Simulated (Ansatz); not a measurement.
**Geometry relaxation of MoS**

System: MoS (Pm-3m, 2 atoms in the cell).
Method: DFT PBE, scalar-relativistic, plane waves, PAW, no spin polarisation (Ansatz 0.2.0).

The structure was made by a generator, so it may or may not be a known phase. Figures and captions count atoms from 1; the log counts them from 0 in places.

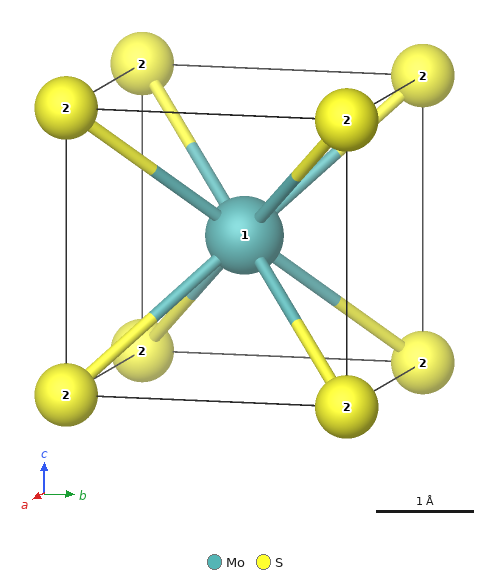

Fig. 1: The input geometry (ball-and-stick view of the cell of the calculation, seen slightly off an axis; atoms are numbered from 1 in the order of the input). An atom can appear more than once, as a periodic image. Near neighbours in the periodic cell (some may lie outside the picture): Mo has 8 S at 2.60 Å; S has 8 Mo at 2.60 Å.

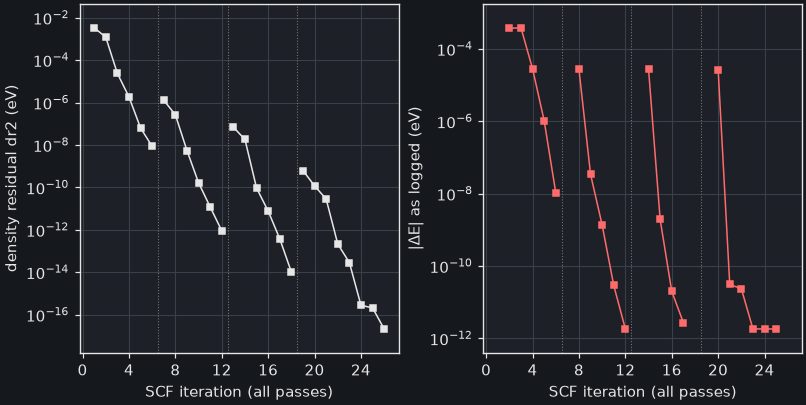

Fig. 2: Convergence of the self-consistent field: density residual dr2 and size of the energy change against the SCF iteration. The dotted lines part the SCF passes of the relaxation: geometry steps, rejected trials and re-solves on a re-selected basis. The passes take 6, 6, 6 and 8 iterations.

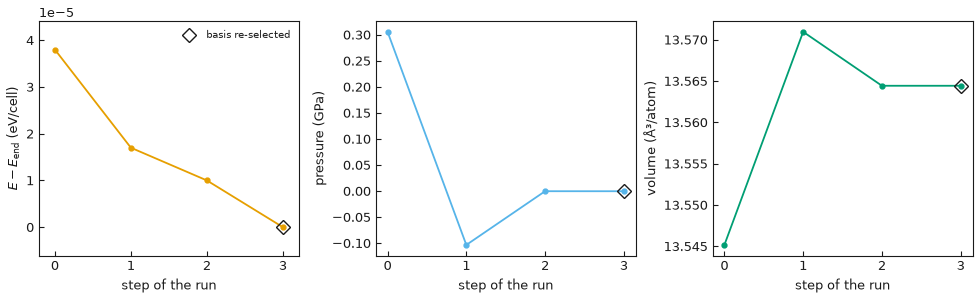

Fig. 3: Progress of the relaxation, step by step (the first geometry is step 0 here and step 1 in the log). The energy falls by next to nothing (0.0 meV per cell of the calculation) in 2 geometry steps. All forces vanish by symmetry, so only the cell relaxes. The pressure goes from 0.31 to 0.00 GPa. No atom moves by more than 0.005 Å relative to the cell. Cell: a = b = c 3.003 → 3.005 Å (0.0 %). Volume +0.1 %. The space group stays Pm-3m (No. 221). A last SCF at the same geometry on a re-selected plane-wave basis shifts the energy by next to nothing (0.0 meV per cell of the calculation).

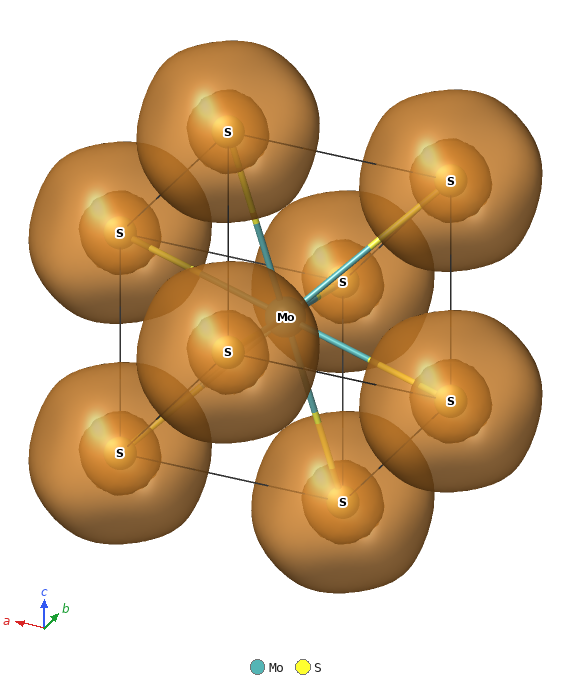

Fig. 4: Isosurface of the ELF at 0.6 (orange), seen at an oblique angle. Only the valence region is drawn (cores and ρ < 0.01 e/Å³ removed). Sticks mark near contacts. The outline is the cell set on symmetry axes. Along the contacts the grid gives the following. Mo–S (2.60 Å): the ELF is about 0.30 at the midpoint. In a PAW calculation such maps are meaningful between the atoms, not at the nuclei.

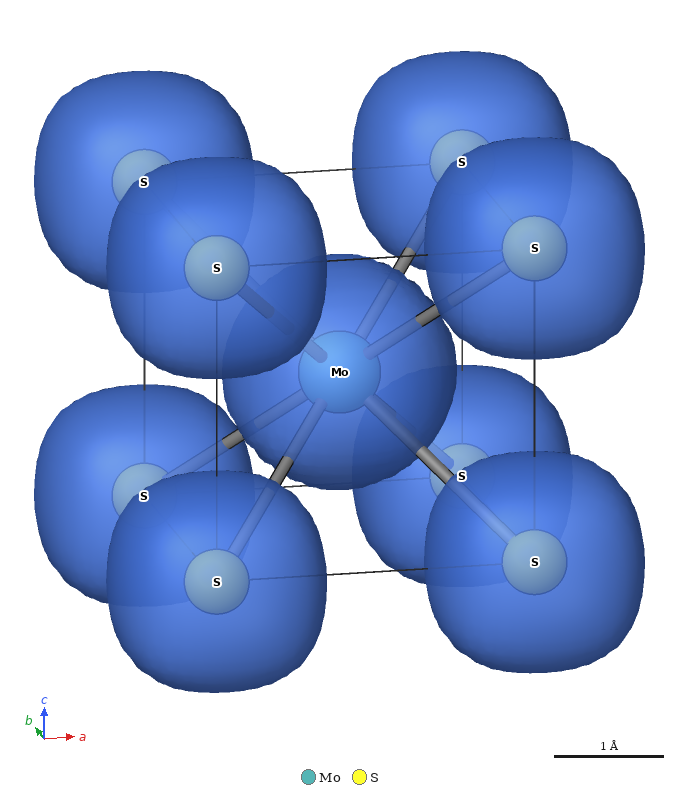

Fig. 5: Isosurface of the valence pseudo-density at 0.5 e/Å³ (blue), seen slightly off an axis. Sticks mark near contacts. The outline is the cell set on symmetry axes. At this value the density breaks into separate islands; it holds about 70 % of the electrons treated as valence (semicore included). It is pinched off along the Mo–S (2.60 Å) contacts. On the grid the lowest density along these lines, outside the cores, is 0.4 e/Å³ (Mo–S, 2.60 Å).

These pictures come from the run below.

## Input file
```yaml
crystal:
  lattice:
    - [3.0033422856, 0.0, 0.0]
    - [0.0, 3.0033422856, 0.0]
    - [0.0, 0.0, 3.0033422856]
  atoms:
    - { symbol: Mo, position: [0.5, 0.5, 0.5] }
    - { symbol: S, position: [0.0, 0.0, 0.0] }
basis:
  ecutwfc: 420
kpoints:
  mp_grid: { grid: [18, 18, 18] }
hamiltonian:
  xc: pbe
scf:
  occupations: { method: gaussian, width: 0.1 }
output:
  forces: true
  stress: true
  eigenvalues: true
  write_density: true
  write_potential: true
  elf: true
  volumetric_format: npy
relax:
  adjacent_minimum: "off"
  f_tol: 0.01
  max_steps: 80
  cell: { stress_tol: 0.05 }
```

Command:
```bash
ansatz run input.yaml --threads 1 --pin off --max-ram 2560MiB --backend cpu --events-out ev --progress --plain --runs-dir out
```

## The program's output
```
Engine: ansatz 0.2.0, x86_64-unknown-linux-gnu
Pseudopotentials: kind: paw
Pseudopotential: Mo, paw, valence charge 14, recommended cutoff 420 eV (normal), Mo.paw.azcp
Pseudopotential: S, paw, valence charge 6, recommended cutoff 420 eV (normal), S.paw.azcp
Functional definition: PBE
  parameter kappa = 0.804
  parameter beta = 0.06672455060314922
  exchange = pbe_x(kappa = kappa, mu = beta*pi^2/3)
  correlation = pbe_c(beta = beta)
Crystal: 2 atoms, lattice volume = 27.090 Å³
Basis set: ecut = 420 eV, 515 PW (Γ), exchange–correlation on 48×48×48 points (8 copies of the dense FFT grid, shifted against one another)
Bands: 14, of which v1, the nominal top of the filled ones, is band 10 counted from 1 (9 counted from 0)
Symmetry: 48 space group operations
Space group: Pm-3m (ITA 221), of the structure as read, at distance tolerance 3.0e-5 Å
k-points: 220 of 5832
Non-local potential: Mo, projectors of the file, l = 0: 3, l = 1: 2, l = 2: 2, l = 3: 1
Non-local potential: S, projectors of the file, l = 0: 2, l = 1: 2, l = 2: 2
PAW form: soft (Blöchl's): semilocal exchange-correlation on the pseudo side does not see the compensation charge
PAW one-centre angular grid: Mo, 590 points (default); XC on 64 Gauss nodes
PAW one-centre angular grid: S, 110 points (default); XC on 64 Gauss nodes
Initial density: superposition of atomic densities (neutral atoms: chi_scale 0, normalization atom), corrected by the library's trained network
Initial wavefunctions: pseudopotential atomic-orbital guess
Functional: x = pbe(κ = 0.804, μ = 0.2195149727645171), c = pbe(β = 0.06672455060314922)
SCF iter   1: F=—  HF=-5858.392484 eV  |F-HF|=—  |Δ(HF+E_count)|=         —  Δρ=6.74e-3  dr2=3.38e-3  ethr=1.77e-3  ⟨swp⟩=5.1  Hψ=16964  notcnv=0
preconditioner: auto → none  [metal: Δε(μ)=0.018 eV  Ē_g=8.922 eV  σ=0.100 eV  W_gap=0.10  n_scr=6 (ndim 8)  ℏωp=24.7 eV  f_vac=0.000  D(μ)=1.14/eV (n_scr^D=6)  sad-step TF]
SCF iter   2: F=—  HF=-5858.392112 eV  |F-HF|=—  |Δ(HF+E_count)|=   3.72e-4  Δρ=3.78e-3  dr2=1.20e-3  ethr=1.69e-5  ⟨swp⟩=1.2  Hψ=4938  notcnv=0
SCF iter   3: F=—  HF=-5858.392501 eV  |F-HF|=—  |Δ(HF+E_count)|=   3.89e-4  Δρ=3.35e-4  dr2=2.37e-5  ethr=6.00e-6  ⟨swp⟩=2.0  Hψ=4245  notcnv=0
SCF iter   4: F=—  HF=-5858.392473 eV  |F-HF|=—  |Δ(HF+E_count)|=   2.85e-5  Δρ=1.07e-4  dr2=1.86e-6  ethr=1.18e-7  ⟨swp⟩=2.0  Hψ=4181  notcnv=0
iter 5 did not close the SCF: its close was put off for the readings that it lacked (scf_convergence_deferred on its scf_iter line)
SCF iter   5: F=-5858.392474 eV  HF=-5858.392474 eV  |F-HF|=4.06e-8  |Δ(HF+E_count)|=   1.05e-6  Δρ=1.83e-5  dr2=6.33e-8  ethr=9.32e-9  ⟨swp⟩=2.2  Hψ=4152  notcnv=0
SCF iter   6: F=-5858.392474 eV  HF=-5858.392474 eV  |F-HF|=6.34e-9  |Δ(HF+E_count)|=   1.07e-8  Δρ=6.79e-6  dr2=8.63e-9  ethr=3.16e-10  ⟨swp⟩=5.6  Hψ=16288  notcnv=0
SCF 1 converged in 6 iterations: F = -5858.392474 eV  dr2 = 8.63e-9
  greatest PAW one-centre occupation: 0.998 electrons in one spin orbital (limit 2), on the Mo atom at site 0 (counted from 0), in its partial waves of l = 0
relax step   1: F+E_penalty+E_count = -5858.39247392 eV  Δ(F+E_penalty+E_count) = +0.000e0 eV  max|allowed force component| = 3.974e-29 eV/Å  Δτ_max = 0.0000 Å  P = +0.306 GPa  Ω = 27.090 Å³  (6 SCF iters, dr2 threshold 1.00e-7 eV, accepted)
Crystal: 2 atoms, lattice volume = 27.142 Å³
Initial density: handed on by an earlier stage of this run
Initial wavefunctions: those handed on with the density
iter 1 solved again at ethr=6.74e-9 eV; its pass at ethr=3.10e-3 eV (dr2=1.35e-6 eV) is discarded
SCF iter   1: F=—  HF=-5858.392523 eV  |F-HF|=—  |Δ(HF+E_count)|=         —  Δρ=7.96e-5  dr2=1.29e-6  ethr=6.74e-9  ⟨swp⟩=2.4  Hψ=19517  notcnv=0
preconditioner: auto → none  [metal: Δε(μ)=0.017 eV  Ē_g=8.908 eV  σ=0.100 eV  W_gap=0.09  n_scr=6 (ndim 8)  ℏωp=24.7 eV  f_vac=0.000  D(μ)=1.15/eV (n_scr^D=6)]
SCF iter   2: F=—  HF=-5858.392495 eV  |F-HF|=—  |Δ(HF+E_count)|=   2.75e-5  Δρ=4.08e-5  dr2=2.65e-7  ethr=6.44e-9  ⟨swp⟩=1.0  Hψ=3080  notcnv=0
iter 3 did not close the SCF: its close was put off for the readings that it lacked (scf_convergence_deferred on its scf_iter line)
SCF iter   3: F=-5858.392495 eV  HF=-5858.392495 eV  |F-HF|=4.59e-9  |Δ(HF+E_count)|=   3.43e-8  Δρ=3.82e-6  dr2=5.48e-9  ethr=1.32e-9  ⟨swp⟩=1.1  Hψ=3220  notcnv=0
iter 4 did not close the SCF: its close was put off for the readings that it lacked (scf_convergence_deferred on its scf_iter line)
SCF iter   4: F=-5858.392495 eV  HF=-5858.392495 eV  |F-HF|=1.22e-10  |Δ(HF+E_count)|=   1.36e-9  Δρ=7.34e-7  dr2=1.67e-10  ethr=2.74e-11  ⟨swp⟩=2.5  Hψ=4548  notcnv=0
iter 5 did not close the SCF: its close was put off for the readings that it lacked (scf_convergence_deferred on its scf_iter line)
SCF iter   5: F=-5858.392495 eV  HF=-5858.392495 eV  |F-HF|=9.09e-12  |Δ(HF+E_count)|=  2.91e-11  Δρ=2.31e-7  dr2=1.20e-11  ethr=1.00e-12  ⟨swp⟩=1.9  Hψ=4065  notcnv=0
SCF iter   6: F=-5858.392495 eV  HF=-5858.392495 eV  |F-HF|=1.82e-12  |Δ(HF+E_count)|=  1.82e-12  Δρ=5.60e-8  dr2=9.11e-13  ethr=1.00e-12  ⟨swp⟩=4.0  Hψ=12579  notcnv=0
SCF 2 converged in 6 iterations: F = -5858.392495 eV  dr2 = 9.11e-13
relax step   2: F+E_penalty+E_count = -5858.39249524 eV  Δ(F+E_penalty+E_count) = -2.132e-5 eV  max|allowed force component| = 8.973e-30 eV/Å  Δτ_max = 0.0000 Å  P = -0.103 GPa  Ω = 27.142 Å³  energy of the carried Pulay correction = -1.114e-5 eV  (6 SCF iters, dr2 threshold 2.00e-7 eV, accepted)
Crystal: 2 atoms, lattice volume = 27.129 Å³
iter 1 solved again at ethr=3.81e-10 eV; its pass at ethr=3.10e-3 eV (dr2=7.63e-8 eV) is discarded
SCF iter   1: F=—  HF=-5858.392530 eV  |F-HF|=—  |Δ(HF+E_count)|=         —  Δρ=2.01e-5  dr2=6.94e-8  ethr=3.81e-10  ⟨swp⟩=2.9  Hψ=19990  notcnv=0
preconditioner: auto → none  [metal: Δε(μ)=0.017 eV  Ē_g=8.912 eV  σ=0.100 eV  W_gap=0.10  n_scr=6 (ndim 8)  ℏωp=24.7 eV  f_vac=0.000  D(μ)=1.15/eV (n_scr^D=6)]
iter 2 did not close the SCF: its close was put off for the readings that it lacked (scf_convergence_deferred on its scf_iter line)
SCF iter   2: F=-5858.392502 eV  HF=-5858.392502 eV  |F-HF|=4.38e-9  |Δ(HF+E_count)|=   2.76e-5  Δρ=1.06e-5  dr2=1.82e-8  ethr=3.47e-10  ⟨swp⟩=1.0  Hψ=3080  notcnv=0
iter 3 did not close the SCF: its close was put off for the readings that it lacked (scf_convergence_deferred on its scf_iter line)
SCF iter   3: F=-5858.392502 eV  HF=-5858.392502 eV  |F-HF|=4.73e-11  |Δ(HF+E_count)|=   1.94e-9  Δρ=7.34e-7  dr2=9.36e-11  ethr=9.12e-11  ⟨swp⟩=2.1  Hψ=4060  notcnv=0
iter 4 did not close the SCF: its close was put off for the readings that it lacked (scf_convergence_deferred on its scf_iter line)
SCF iter   4: F=-5858.392502 eV  HF=-5858.392502 eV  |F-HF|=1.82e-12  |Δ(HF+E_count)|=  2.00e-11  Δρ=2.58e-7  dr2=7.70e-12  ethr=1.00e-12  ⟨swp⟩=2.2  Hψ=5025  notcnv=0
iter 5 did not close the SCF: its close was put off for the readings that it lacked (scf_convergence_deferred on its scf_iter line)
SCF iter   5: F=-5858.392502 eV  HF=-5858.392502 eV  |F-HF|=1.82e-12  |Δ(HF+E_count)|=  2.73e-12  Δρ=4.28e-8  dr2=3.80e-13  ethr=1.00e-12  ⟨swp⟩=1.0  Hψ=3080  notcnv=0
SCF iter   6: F=-5858.392502 eV  HF=-5858.392502 eV  |F-HF|=9.09e-13  |Δ(HF+E_count)|=    0.00e0  Δρ=7.12e-9  dr2=1.03e-14  ethr=1.00e-12  ⟨swp⟩=3.0  Hψ=10694  notcnv=0
SCF 3 converged in 6 iterations: F = -5858.392502 eV  dr2 = 1.03e-14
relax step   3: F+E_penalty+E_count = -5858.39250228 eV  Δ(F+E_penalty+E_count) = -7.040e-6 eV  max|allowed force component| = 1.196e-29 eV/Å  Δτ_max = 0.0000 Å  P = -0.000 GPa  Ω = 27.129 Å³  energy of the carried Pulay correction = -8.322e-6 eV  (6 SCF iters, accepted)
Initial wavefunctions: pseudopotential atomic-orbital guess (no wavefunctions were taken with the density)
iter 1 solved again at ethr=5.38e-8 eV; its pass at ethr=3.10e-3 eV (dr2=1.08e-5 eV) is discarded
SCF iter   1: F=—  HF=-5858.392539 eV  |F-HF|=—  |Δ(HF+E_count)|=         —  Δρ=3.24e-6  dr2=6.26e-10  ethr=5.38e-8  ⟨swp⟩=3.1  Hψ=25730  notcnv=0
eigensolver tolerance schedule: the retry pair's looser diagonalisation over-reported the residual by 17183.20 of it (diagonalisation noise at 0.42 of the residual, at the tolerance the schedule requests for it); recorded, not acted on — ethr = c·dr2/N_el stays at c = 1.0e-1
preconditioner: auto → none  [metal: Δε(μ)=0.017 eV  Ē_g=8.911 eV  σ=0.100 eV  W_gap=0.10  n_scr=6 (ndim 8)  ℏωp=24.7 eV  f_vac=0.000  D(μ)=1.15/eV (n_scr^D=6)]
SCF iter   2: F=—  HF=-5858.392512 eV  |F-HF|=—  |Δ(HF+E_count)|=   2.70e-5  Δρ=1.27e-6  dr2=1.19e-10  ethr=3.13e-12  ⟨swp⟩=3.2  Hψ=6730  notcnv=0
SCF iter   3: F=—  HF=-5858.392512 eV  |F-HF|=—  |Δ(HF+E_count)|=  3.09e-11  Δρ=6.82e-7  dr2=2.83e-11  ethr=1.00e-12  ⟨swp⟩=1.0  Hψ=3080  notcnv=0
iter 4 did not close the SCF: its close was put off for the readings that it lacked (scf_convergence_deferred on its scf_iter line)
SCF iter   4: F=-5858.392512 eV  HF=-5858.392512 eV  |F-HF|=1.82e-12  |Δ(HF+E_count)|=  2.36e-11  Δρ=5.96e-8  dr2=2.16e-13  ethr=1.00e-12  ⟨swp⟩=1.0  Hψ=3080  notcnv=0
iter 5 did not close the SCF: its close was put off for the readings that it lacked (scf_convergence_deferred on its scf_iter line)
SCF iter   5: F=-5858.392512 eV  HF=-5858.392512 eV  |F-HF|=0.00e0  |Δ(HF+E_count)|=  1.82e-12  Δρ=9.22e-9  dr2=2.89e-14  ethr=1.00e-12  ⟨swp⟩=1.0  Hψ=3080  notcnv=0
iter 6 did not close the SCF: its close was put off for the readings that it lacked (scf_convergence_deferred on its scf_iter line)
SCF iter   6: F=-5858.392512 eV  HF=-5858.392512 eV  |F-HF|=1.82e-12  |Δ(HF+E_count)|=  1.82e-12  Δρ=1.61e-9  dr2=2.80e-16  ethr=1.00e-12  ⟨swp⟩=1.0  Hψ=3080  notcnv=0
iter 7 did not close the SCF: its close was put off for the readings that it lacked (scf_convergence_deferred on its scf_iter line)
SCF iter   7: F=-5858.392512 eV  HF=-5858.392512 eV  |F-HF|=0.00e0  |Δ(HF+E_count)|=  1.82e-12  Δρ=6.79e-10  dr2=2.10e-16  ethr=1.00e-12  ⟨swp⟩=1.0  Hψ=3080  notcnv=0
SCF iter   8: F=-5858.392512 eV  HF=-5858.392512 eV  |F-HF|=9.09e-13  |Δ(HF+E_count)|=    0.00e0  Δρ=2.18e-10  dr2=2.14e-17  ethr=1.00e-12  ⟨swp⟩=1.9  Hψ=7696  notcnv=0
SCF 4 converged in 8 iterations: F = -5858.392512 eV  dr2 = 2.14e-17
relax step   4: F+E_penalty+E_count = -5858.39251163 eV  Δ(F+E_penalty+E_count) = -9.352e-6 eV  max|allowed force component| = 3.254e-30 eV/Å  Δτ_max = 0.0000 Å  P = -0.000 GPa  Ω = 27.129 Å³  stress off target by 3.11e-4 GPa  SCF on the basis re-selected at this cell (its energy is not comparable with the rows above)  (8 SCF iters)
basis re-selected at this cell: Δ(F+E_penalty+E_count) = -9.352e-6 eV, ΔP = -0.000 GPa vs the last step (what re-selecting the basis moved, of the pressure what is left beyond the Pulay correction that the steps carried, after the strain that the cell walked since its last selection, with what the two solves' SCF thresholds leave and, on support functions, any second-order correction that the steps lacked; it is no measure of the basis error at this ecutwfc). This SCF's stress stands 3.11e-4 GPa from its target on what of the cell is left free (relax.cell.stress_tol is 5.00e-2 GPa) and its largest allowed force component is 3.25e-30 eV/Å (relax.f_tol is 1.00e-2 eV/Å): within both
SCF converged after 8 iterations
Free energy (F): -5858.392512 eV
Harris-Foulkes:  -5858.392512 eV  (|F-HF|=9.09e-13)
Internal energy: -5858.386775 eV  (E = F + TS)
E sigma→0 (E₀):  -5858.389643 eV
Entropy (-TS):   -0.005737 eV (-2.868 meV/atom)
Fermi energy:    18.883093 eV
--- Per-component energies (eV) ---
  E_band       = -27.042173
  E_kinetic    = 553.854089
  E_local      = -915.021288  (includes V_loc(G=0)·N_el)
  E_nonlocal   = 171.954033
  E_hartree    = 315.462968
  E_xc         = -282.538298
  E_vxc        = -319.298812  (∫ρ·V_xc dr)
  E_paw        = -3802.015460  (= ΣΔE_a)
  E_vpaw       = -149.456177  (= ΣTr[D̂ρ^β])
  E_aug_tail   = 0.000045  (compensation charges beyond the density's cutoff)
  E_ewald      = -1900.082864
  E_smearing   = -0.005737  (= −TS)
  E_closure    = -0.000000  (closes the sum)
  Σ components = -5858.392512   (vs F -5858.392512, Δ=0.00e0)
--- Forces (eV/Å), atoms counted from 1 ---
  atom   1  Mo    -0.00000000    -0.00000000     0.00000000
  atom   2  S      0.00000000     0.00000000    -0.00000000
  max |Σ_I F_I| component: 6.11e-30 eV/Å
--- Stress (GPa, compression-positive) ---
       -0.000311       0.000000       0.000000
        0.000000      -0.000311      -0.000000
        0.000000      -0.000000      -0.000311
  P = ⅓ Tr σ = -0.0003 GPa (-0.003 kbar)
--- Band table (eV; the first three rows and the last of 220) ---
  k-point 0: bands = ["-42.3801", "-16.3045", "-16.3045", "-16.3045", "2.0386", "14.7163", "14.7163", "16.4615", "16.4615", "16.4615", "19.6527", "19.6527", "19.6527", "23.2083"]
  k-point 1: bands = ["-42.3789", "-16.3190", "-16.3031", "-16.3031", "2.0840", "14.5393", "14.7447", "16.3725", "16.3725", "16.5241", "19.6669", "19.7608", "19.7608", "23.3932"]
  k-point 2: bands = ["-42.3755", "-16.3607", "-16.2993", "-16.2993", "2.2179", "14.0336", "14.8281", "16.1404", "16.1404", "16.7526", "19.7081", "20.0523", "20.0523", "23.8577"]
  k-point 219: bands = ["-42.2654", "-16.6229", "-16.6229", "-16.6229", "6.2714", "10.5516", "10.5516", "10.5516", "21.7400", "21.7400", "22.0761", "22.0761", "22.0761", "23.7627"]
--- Relaxed structure (3 steps of the walk, 3 accepted, 1 SCFs on fresh bases) ---
  F+E_penalty+E_count = -5858.39251163 eV   max|allowed force component| = 3.254e-30 eV/Å   (the final SCF, on the basis selected at the relaxed cell)
  cell:  # Å, volume = 27.1289 Å³
    - [3.0047652149746025, 1.9710689274588113e-34, -3.209883240645393e-35]
    - [2.131563089491081e-34, 3.0047652149746025, 0.0]
    - [-3.209883240645393e-35, 0.0, 3.0047652149746025]
  atoms:
    - { symbol: Mo, position: [0.5, 0.5, 0.5] }
    - { symbol: S, position: [-6.6798148019436224e-37, 3.9661400383126725e-37, 4.1748842513286744e-38] }
```

## Trajectory as extended XYZ (Å, eV, eV/Å), 4 frames, from step=1 to step=4
```
2
Lattice="3.0033 0.0000 0.0000 0.0000 3.0033 0.0000 0.0000 0.0000 3.0033" Properties=species:S:1:pos:R:3:forces:R:3 step=1 energy=-5858.39247 pressure_GPa=0.31
Mo    1.5017    1.5017    1.5017    0.0000   0.0000   0.0000
S     0.0000    0.0000    0.0000    0.0000   0.0000   0.0000
2
Lattice="3.0052 0.0000 0.0000 0.0000 3.0052 0.0000 0.0000 0.0000 3.0052" Properties=species:S:1:pos:R:3:forces:R:3 step=2 energy=-5858.39250 pressure_GPa=-0.10
Mo    1.5026    1.5026    1.5026    0.0000   0.0000   0.0000
S     0.0000    0.0000    0.0000    0.0000   0.0000   0.0000
2
Lattice="3.0048 0.0000 0.0000 0.0000 3.0048 0.0000 0.0000 0.0000 3.0048" Properties=species:S:1:pos:R:3:forces:R:3 step=3 energy=-5858.39250 pressure_GPa=-0.00
Mo    1.5024    1.5024    1.5024    0.0000   0.0000   0.0000
S     0.0000    0.0000    0.0000    0.0000   0.0000   0.0000
2
Lattice="3.0048 0.0000 0.0000 0.0000 3.0048 0.0000 0.0000 0.0000 3.0048" Properties=species:S:1:pos:R:3:forces:R:3 step=4 energy=-5858.39251 pressure_GPa=-0.00
Mo    1.5024    1.5024    1.5024    0.0000   0.0000   0.0000
S     0.0000    0.0000    0.0000    0.0000   0.0000   0.0000
```

## Results in brief

```csv
quantity,value
outcome,converged
space group (tolerance 0.01 Å),Pm-3m (221)
electrons treated,20
free energy,−5858.3925 eV
Fermi energy,18.883 eV
gap on the k-point mesh,none (metallic)
pressure,0.00 GPa
final volume,27.13 Å³
largest force (length of the vector) at the end,under 0.001 eV/Å
final cell,"a = 3.005 Å, b = 3.005 Å, c = 3.005 Å, α = 90.00°, β = 90.00°, γ = 90.00°"
hardware,"1 thread of Intel Xeon @ 2.50GHz (Skylake/Cascade Lake), 189 GiB of memory available, shared host"
wall time,45 s
peak memory,0.41 GiB
```
